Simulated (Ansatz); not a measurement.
**A series of single points on I**

System: I (1 atom in the cell).
Method: Kohn-Sham DFT of a periodic cell, r2SCAN50, Ansatz PAW, no spin polarisation (Ansatz 0.2.0).

The 5 runs differ only in the geometry, by an even scaling of the cell at fixed fractional positions. The structure derives from a Materials Project entry.

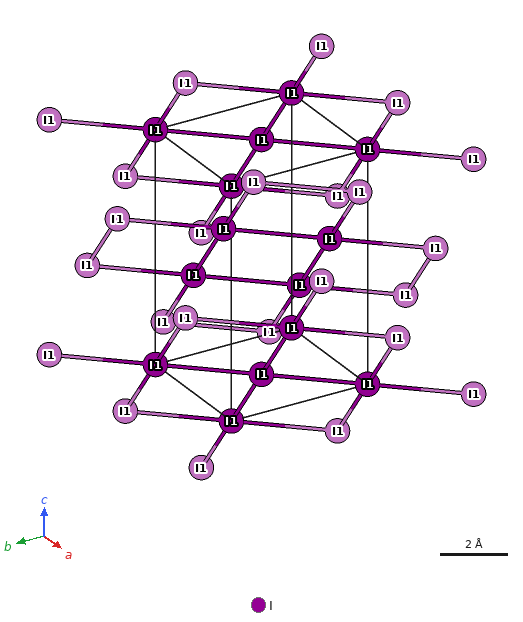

Figure 1. The structure of run 3 (ball-and-stick view of the cell 4 times as large as that of the calculation, set on its symmetry axes, seen at an oblique angle; neighbours outside the cell are drawn fainter; atoms are numbered from 1 in the order of the input).

### Input of run 3
```yaml
crystal:
  lattice:
    - [0.0, 2.3812671275, 3.935733868]
    - [2.2067640717, 0.0, 3.935733868]
    - [2.2067640717, 2.3812671275, 0.0]
  atoms:
    - { symbol: I, position: [0.0, 0.0, 0.0] }
hamiltonian:
  xc: r2scan50
  pseudopotentials: { kind: paw }
kpoints:
  mp_grid: { grid: [5, 5, 5] }
scf:
  occupations: { method: fermi_dirac, width: 0.05 }
output:
  forces: true
  stress: true
  eigenvalues: true
```

Command:
```bash
ansatz run input.yaml --threads 2 --pin off --max-ram 5632MiB --backend cpu --events-out ev --progress --plain --runs-dir out
```

Lattice vectors (Å) and fractional positions of run 3:
```
   0.000000    2.381267    3.935734
   2.206764    0.000000    3.935734
   2.206764    2.381267    0.000000
I   0.000000  0.000000  0.000000
```

Run 2 differs from it as follows:
```diff
-    - [0.0, 2.3812671275, 3.935733868]
-    - [2.2067640717, 0.0, 3.935733868]
-    - [2.2067640717, 2.3812671275, 0.0]
+    - [0.0, 2.3497234514, 3.8835988039]
+    - [2.1775319666, 0.0, 3.8835988039]
+    - [2.1775319666, 2.3497234514, 0.0]
```

### Results, with one run withheld

| run | volume per atom (Å³) | free energy per atom, from the lowest run given (meV) | pressure (GPa) |
| --- | --- | --- | --- |
| 1 | 38.120 | 0.00 | −0.52 |
| 2 | 39.742 | ? | ? |
| 3 | 41.364 | 35.83 | −2.82 |
| 4 | 42.175 | 51.14 | −3.23 |
| 5 | 42.986 | 68.38 | −3.58 |

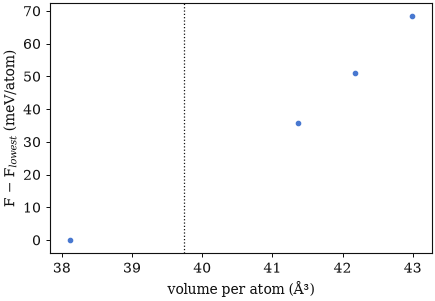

Figure 2. Free energy per atom of the runs given; the dotted line marks run 2.

Fit the runs given and predict run 2.

A quadratic polynomial in V^(−2/3) (the Birch–Murnaghan form), fitted to the 4 runs given, misses them by at most 0.03 meV per atom. With x = V^(−2/3) − 0.08398 Å⁻², it reads F = 31.188 − 12130 x + 1.1351e+06 x² (meV per atom). At run 2 it gives 12.33 meV per atom, and the run itself gives 12.12. The slope of the fit gives a pressure −dF/dV of −1.81 GPa there, and the run prints −1.82 GPa. The fit has no minimum inside this range.

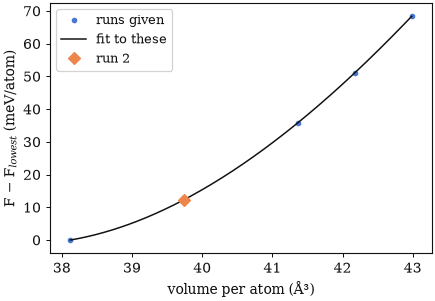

Figure 3. The fit and the withheld run.

### Output, shortened to warnings, some set-up lines, iterations and results (run 2)
```
Warning: output.stress: scf.convergence.dr2_threshold = 1e-7 eV (the SCF's general default) is looser than the 1e-10 eV advised for a printed stress (1e-10 eV for each atom of the cell: 1). What an SCF threshold leaves in a stress goes as its square root, and in the free energy as the threshold itself, and one threshold admits the most on a small cell: of the crystals measured, under no hybrid …
Warning: output.stress: scf.exx.energy_threshold = 1e-6 eV is looser than the 1e-8 eV advised for a stress under a hybrid functional (1e-8 eV for each atom of the cell: 1). Every SCF of the exchange loop can meet its threshold on dr2 while the loop round them stops early: no threshold on dr2 bounds what that leaves in the stress. Set scf.exx.energy_threshold to 1e-8 eV or tighter. The threshold …
Basis set: ecut = 500 eV, 1013 PW (Γ), exchange–correlation on 144×144×96 points (64 copies of the dense FFT grid, shifted against one another)
Symmetry: 8 space group operations
k-points: 27 of 125
Initial density: superposition of atomic densities (neutral atoms: chi_scale 0, normalization atom), corrected by the library's trained network
[...]
SCF iter   1: F=—  HF=-7527.889150 eV  |F-HF|=—  |Δ(HF+E_count)|=         —  Δρ=3.27e-3  dr2=4.44e-3  dr2_τ=4.88e-4  ethr=1.77e-3  ⟨swp⟩=10.7  Hψ=1753  notcnv=0
SCF iter   2: F=—  HF=-7527.889563 eV  |F-HF|=—  |Δ(HF+E_count)|=   4.13e-4  Δρ=1.70e-3  dr2=1.25e-3  dr2_τ=1.60e-5  ethr=2.61e-5  ⟨swp⟩=3.7  Hψ=836  notcnv=0  defer=9
SCF iter   3: F=—  HF=-7527.889219 eV  |F-HF|=—  |Δ(HF+E_count)|=   3.44e-4  Δρ=3.25e-4  dr2=5.25e-5  dr2_τ=1.00e-6  ethr=3.35e-7  ⟨swp⟩=4.1  Hψ=1534  notcnv=0  defer=3
SCF iter   4: F=—  HF=-7527.889213 eV  |F-HF|=—  |Δ(HF+E_count)|=   6.24e-6  Δρ=7.52e-5  dr2=1.71e-6  dr2_τ=3.35e-8  ethr=3.09e-7  ⟨swp⟩=3.1  Hψ=682  notcnv=0  defer=3
SCF iter   5: F=—  HF=-7527.889214 eV  |F-HF|=—  |Δ(HF+E_count)|=   8.62e-7  Δρ=1.42e-5  dr2=4.07e-8  dr2_τ=1.79e-8  ethr=1.01e-8  ⟨swp⟩=3.3  Hψ=820  notcnv=0  defer=2
[... 21 lines ...]
SCF iter   8: F=-7527.787085 eV  HF=-7527.787085 eV  |F-HF|=3.00e-10  |Δ(HF+E_count)|=   2.78e-8  Δρ=1.67e-6  dr2=6.43e-9  dr2_τ=1.71e-10  ethr=8.35e-12  ⟨swp⟩=4.1  Hψ=879  …
SCF 4 converged in 8 iterations: F = -7527.787085 eV  dr2 = 6.43e-9
SCF iter   1: F=—  HF=-7527.787085 eV  |F-HF|=—  |Δ(HF+E_count)|=         —  Δρ=3.13e-6  dr2=3.75e-9  dr2_τ=1.01e-10  ethr=1.84e-8  ⟨swp⟩=5.5  Hψ=811  notcnv=0
SCF iter   2: F=-7527.787085 eV  HF=-7527.787085 eV  |F-HF|=5.28e-11  |Δ(HF+E_count)|=   1.45e-9  Δρ=8.78e-7  dr2=8.89e-10  dr2_τ=2.13e-11  ethr=1.72e-11  ⟨swp⟩=4.0  Hψ=928  …
SCF 5 converged in 2 iterations: F = -7527.787085 eV  dr2 = 8.89e-10
  Residual-converged pass: ⟨swp⟩=2.4  Hψ=593  notcnv=0  max |occ|·‖R‖ = 2.4e-6 eV (tolerance 2.4e-6 eV)  dr2=8.89e-10  dr2_τ=2.09e-11  dr2_onsite=1.92e-10  max |Δocc| = 4.4e-14
hybrid outer 4: dexx = +4.768e-9 eV, tail = 2.46e-9 eV, Δε = 3.54e-4 eV (about 6.89e-5 eV left of the loop's levels), ΔF = 1.48e-30 eV/Å (tail 1.03e-30)
hybrid SCF converged: 4 outer / 19 inner (+7 warm-up), last move |dexx| = 4.77e-9 eV, tail = 2.46e-9 eV
Stability not checked: this state was not tested for a lower state beside it, because the functional holds exact exchange (a hybrid, or Hartree-Fock), whose exchange loop this test does not read (fock_operator; see scf.lower_state_search)
Free energy (F): -7527.787085 eV
Frozen-core exchange: fock
Harris-Foulkes:  -7527.787085 eV  (|F-HF|=5.28e-11)
Internal energy: -7527.782696 eV  (E = F + TS)
E sigma→0 (E₀):  -7527.784890 eV
Entropy (-TS):   -0.004388 eV (-4.388 meV/atom)
Fermi energy:    4.733842 eV
--- Per-component energies (eV) ---
  E_band       = -480.669334
  E_kinetic    = 187.830875
  E_local      = -1961.698029  (includes V_loc(G=0)·N_el)
  E_nonlocal   = -94.010651
  E_hartree    = 1009.322991
  E_xc         = -67.017070
  E_vxc        = -73.480404  (∫ρ·V_xc dr)
  E_exx        = -113.576863  (= α·E_x^exact, valence–valence)
  E_paw        = -4775.112590  (= ΣΔE_a)
  E_vpaw       = -333.232971  (= ΣTr[D̂ρ^β])
  E_aug_tail   = -0.000030  (compensation charges beyond the density's cutoff)
  E_vtau       = 2.429719  (kinetic-family band-sum trace: ∫τ·v_τ [+ j·A + Jᵃ·Aᵃ] dr)
  E_ewald      = -1712.953905
  E_core_change = -0.567423  (= ΣΔE_core)
  E_smearing   = -0.004388  (= −TS)
  E_closure    = 0.000000  (closes the sum)
  Σ components = -7527.787085   (vs F -7527.787085, Δ=0.00e0)
--- Forces (eV/Å), atoms counted from 1 ---
  atom   1  I      0.00000000     0.00000000     0.00000000
  max |Σ_I F_I| component: 1.58e-30 eV/Å
--- Stress (GPa, compression-positive) ---
       -3.320301       0.000000       0.000000
        0.000000      -2.091061       0.000000
        0.000000       0.000000      -0.058545
  P = ⅓ Tr σ = -1.8233 GPa (-18.233 kbar)
```

Warnings of the run: the exchange loop's threshold is looser than advised for the stress; the SCF threshold is looser than advised for the printed stress. The cell holds an odd number of electrons but the run has no spin polarisation, so it comes out as a metal.
